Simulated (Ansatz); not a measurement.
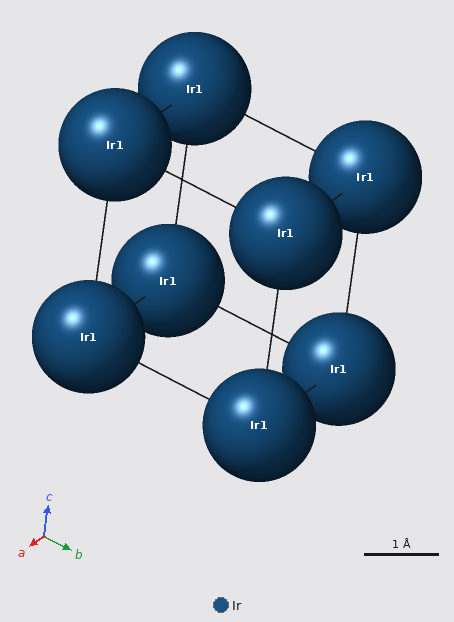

**Figure 1.** The structure as given in the input (spheres-only view of the reduced cell, seen slightly off an axis; atoms are numbered from 1 in the order of the input). An atom can appear more than once, as a periodic image.

## Single-point calculation, with input and output: Ir

Ir (1 atom in the cell), computed with DFT PBE, scalar-relativistic, plane waves, PAW, no spin polarisation (Ansatz 0.2.0).

The structure derives from an entry of the Crystallography Open Database. It belongs to a series of runs on one base structure; here: ratio of the length along z to the lengths across it x 0.707, volume and fractional coordinates fixed. Figures and captions count atoms from 1; the log counts them from 0 in places.

## The input
```yaml
crystal:
  lattice:
    - [0.0, 2.154898871, 1.5235135018]
    - [2.154898871, 0.0, 1.5235135018]
    - [2.154898871, 2.154898871, 0.0]
  atoms:
    - { symbol: Ir, position: [0.0, 0.0, 0.0] }
basis:
  ecutwfc: 420
kpoints:
  mp_grid: { grid: [24, 24, 24] }
hamiltonian:
  xc: pbe
scf:
  occupations: { method: gaussian, width: 0.15 }
output:
  forces: true
  stress: true
  eigenvalues: true
  write_density: true
  write_potential: true
  elf: true
  volumetric_format: npy
```

Machine: 1 thread of Arm Neoverse V1, 24 GiB of memory available, shared host.

Launch command:
```bash
ansatz run input.yaml --threads 1 --pin off --max-ram 2560MiB --backend cpu --events-out ev --progress --plain --runs-dir out
```

## The program's output
```
Engine: ansatz 0.2.0, aarch64-unknown-linux-gnu
Pseudopotentials: kind: paw
Pseudopotential: Ir, paw, valence charge 17, recommended cutoff 420 eV (normal), Ir.paw.azcp
Functional definition: PBE
  parameter kappa = 0.804
  parameter beta = 0.06672455060314922
  exchange = pbe_x(kappa = kappa, mu = beta*pi^2/3)
  correlation = pbe_c(beta = beta)
Crystal: 1 atoms, lattice volume = 14.149 Å³
Basis set: ecut = 420 eV, 249 PW (Γ), exchange–correlation on 36×36×48 points (8 copies of the dense FFT grid, shifted against one another)
Bands: 13, of which v1, the nominal top of the filled ones, is band 9 counted from 1 (8 counted from 0)
Symmetry: 16 space group operations
Space group: I4/mmm (ITA 139), of the structure as read, at distance tolerance 2.4e-5 Å
k-points: 1063 of 13824
Non-local potential: Ir, projectors of the file, l = 0: 3, l = 1: 2, l = 2: 2, l = 3: 1
PAW form: soft (Blöchl's): semilocal exchange-correlation on the pseudo side does not see the compensation charge
PAW one-centre angular grid: Ir, 590 points (default); XC on 64 Gauss nodes
Initial density: superposition of atomic densities (neutral atoms: chi_scale 0, normalization atom), corrected by the library's trained network
Initial wavefunctions: pseudopotential atomic-orbital guess
Functional: x = pbe(κ = 0.804, μ = 0.2195149727645171), c = pbe(β = 0.06672455060314922)
SCF iter   1: F=—  HF=-11934.619735 eV  |F-HF|=—  |Δ(HF+E_count)|=         —  Δρ=5.34e-3  dr2=1.72e-3  ethr=1.77e-3  ⟨swp⟩=5.0  Hψ=66786  notcnv=0
preconditioner: auto → none  [metal: Δε(μ)=0.002 eV  Ē_g=14.026 eV  σ=0.150 eV  W_gap=0.01  n_scr=0 (ndim 8)  ℏωp=29.6 eV  f_vac=0.000  D(μ)=2.75/eV (n_scr^D=54)]
SCF iter   2: F=—  HF=-11934.619942 eV  |F-HF|=—  |Δ(HF+E_count)|=   2.07e-4  Δρ=2.39e-3  dr2=1.57e-4  ethr=1.01e-5  ⟨swp⟩=2.3  Hψ=26789  notcnv=0
SCF iter   3: F=—  HF=-11934.620148 eV  |F-HF|=—  |Δ(HF+E_count)|=   2.06e-4  Δρ=1.18e-3  dr2=3.63e-5  ethr=9.24e-7  ⟨swp⟩=2.1  Hψ=18718  notcnv=0
SCF iter   4: F=—  HF=-11934.620218 eV  |F-HF|=—  |Δ(HF+E_count)|=   7.05e-5  Δρ=2.45e-5  dr2=3.57e-8  ethr=2.14e-7  ⟨swp⟩=2.0  Hψ=17689  notcnv=0
iter 5 did not close the SCF: its close was put off for the readings that it lacked (scf_convergence_deferred on its scf_iter line)
SCF iter   5: F=-11934.620218 eV  HF=-11934.620218 eV  |F-HF|=5.88e-10  |Δ(HF+E_count)|=   3.21e-8  Δρ=7.49e-6  dr2=1.79e-9  ethr=2.10e-10  ⟨swp⟩=2.1  Hψ=22698  notcnv=0
SCF iter   6: F=-11934.620218 eV  HF=-11934.620218 eV  |F-HF|=3.46e-10  |Δ(HF+E_count)|=  2.00e-11  Δρ=2.81e-6  dr2=5.08e-10  ethr=1.05e-11  ⟨swp⟩=4.7  Hψ=67151  notcnv=0
SCF 1 converged in 6 iterations: F = -11934.620218 eV  dr2 = 5.08e-10
  greatest PAW one-centre occupation: 1.000 electrons in one spin orbital (limit 2), on the Ir atom at site 0 (counted from 0), in its partial waves of l = 0
SCF converged after 6 iterations
Free energy (F): -11934.620218 eV
Harris-Foulkes:  -11934.620218 eV  (|F-HF|=3.46e-10)
Internal energy: -11934.589315 eV  (E = F + TS)
E sigma→0 (E₀):  -11934.604766 eV
Entropy (-TS):   -0.030903 eV (-30.903 meV/atom)
Fermi energy:    25.573373 eV
--- Per-component energies (eV) ---
  E_band       = -79.634457
  E_kinetic    = 625.492162
  E_local      = -1067.350313  (includes V_loc(G=0)·N_el)
  E_nonlocal   = 73.522424
  E_hartree    = 410.921683
  E_xc         = -268.351974
  E_vxc        = -300.604850  (∫ρ·V_xc dr)
  E_paw        = -9223.919825  (= ΣΔE_a)
  E_vpaw       = -232.537534  (= ΣTr[D̂ρ^β])
  E_aug_tail   = 0.000062  (compensation charges beyond the density's cutoff)
  E_ewald      = -2484.903534
  E_smearing   = -0.030903  (= −TS)
  E_closure    = 0.000000  (closes the sum)
  Σ components = -11934.620218   (vs F -11934.620218, Δ=0.00e0)
--- Forces (eV/Å), atoms counted from 1 ---
  atom   1  Ir     0.00000000     0.00000000     0.00000000
  max |Σ_I F_I| component: 9.86e-32 eV/Å
--- Stress (GPa, compression-positive) ---
       22.244350       0.000000       0.000000
        0.000000      22.244350      -0.000000
        0.000000       0.000000      22.127264
  P = ⅓ Tr σ = 22.2053 GPa (222.053 kbar)
--- Band table (eV; the first three rows and the last of 1063) ---
  k-point 0: bands = ["-66.8405", "-23.3436", "-23.3430", "-23.3430", "14.7168", "21.8416", "21.8431", "21.8431", "25.0062", "25.0089", "41.7672", "41.7672", "41.7706"]
  k-point 1: bands = ["-66.8393", "-23.3579", "-23.3480", "-23.3434", "14.7997", "21.8030", "21.8408", "21.9153", "24.9511", "25.0090", "41.8237", "41.8968", "41.9028"]
  k-point 2: bands = ["-66.8357", "-23.4000", "-23.3620", "-23.3433", "15.0436", "21.6897", "21.8293", "22.1327", "24.8023", "25.0166", "41.9660", "42.2591", "42.2805"]
  k-point 1062: bands = ["-66.7107", "-23.9317", "-23.9314", "-23.9314", "18.2413", "18.2416", "27.2136", "27.2136", "27.2144", "33.5144", "33.5144", "33.5191", "40.7862"]
```

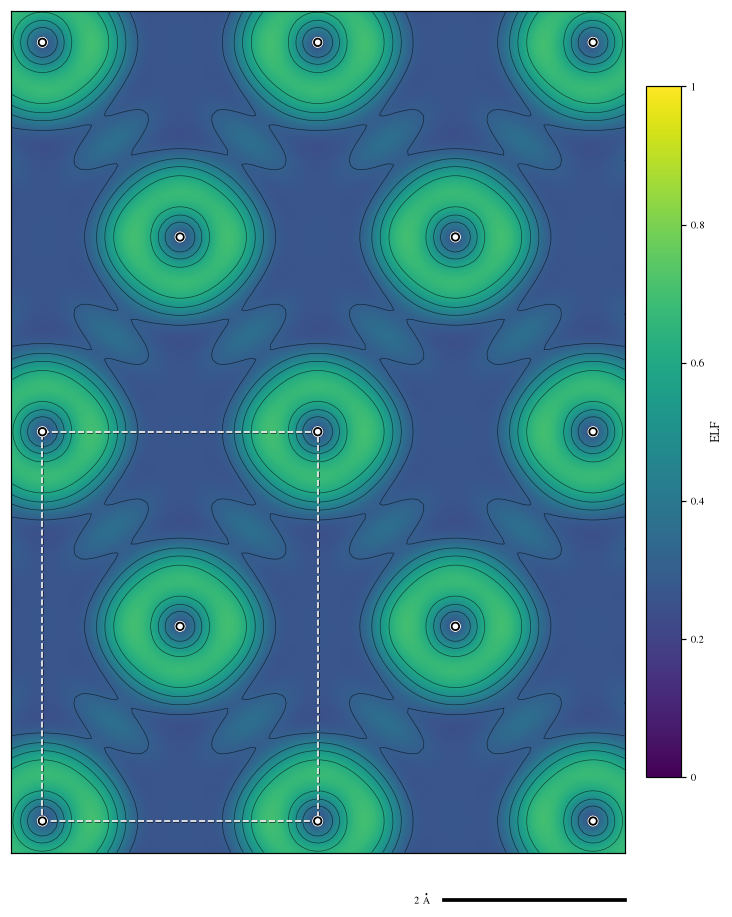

**Figure 2.** Electron localisation function on the (011) plane of the conventional cell. Circles mark the nuclei in the plane (Ir). Ir–Ir (2.64 Å): the ELF is about 0.35 at the midpoint, as expected for metallic bonding. The strong features right at Ir lie inside the PAW spheres (semicore, d or f shells) and say nothing about bonding. Core electrons are frozen (PAW), so the fields are smoothed inside the atomic spheres.

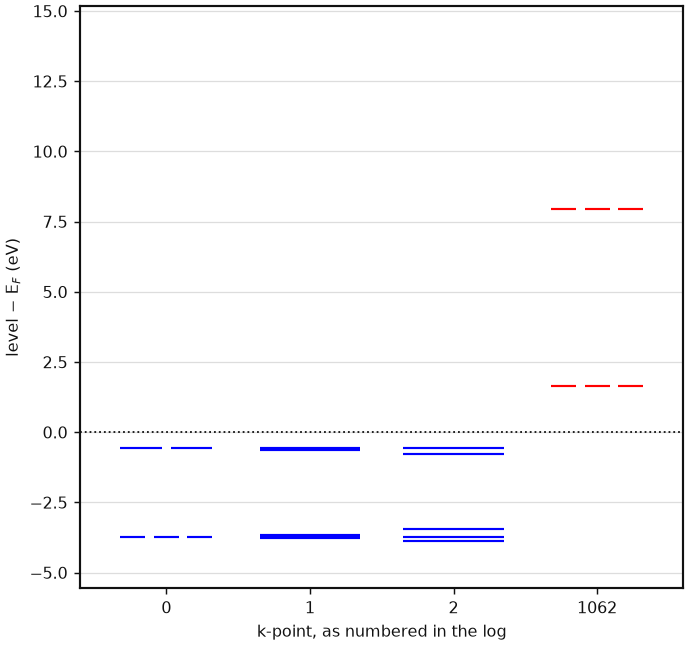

**Figure 3.** Kohn–Sham levels near the Fermi level (dotted) at the few k-points that the log prints; levels within 0.02 eV of each other stand side by side. The system is metallic on the full mesh.

## Summary

| quantity | value |
| --- | --- |
| outcome | converged |
| space group (tolerance 0.01 Å) | Im-3m (229) |
| electrons treated | 17 |
| free energy | −11934.6202 eV |
| Fermi energy | 25.573 eV |
| gap on the k-point mesh | none (metallic) |
| pressure | 22.21 GPa |
| largest force (length of the vector) | under 0.001 eV/Å |
| wall time | 15 s |
| peak memory | 0.44 GiB |

## Remarks

Spin–orbit coupling is left out, which matters for Ir. The cell is under a pressure of 22 GPa at this level, so it is not at its equilibrium volume.
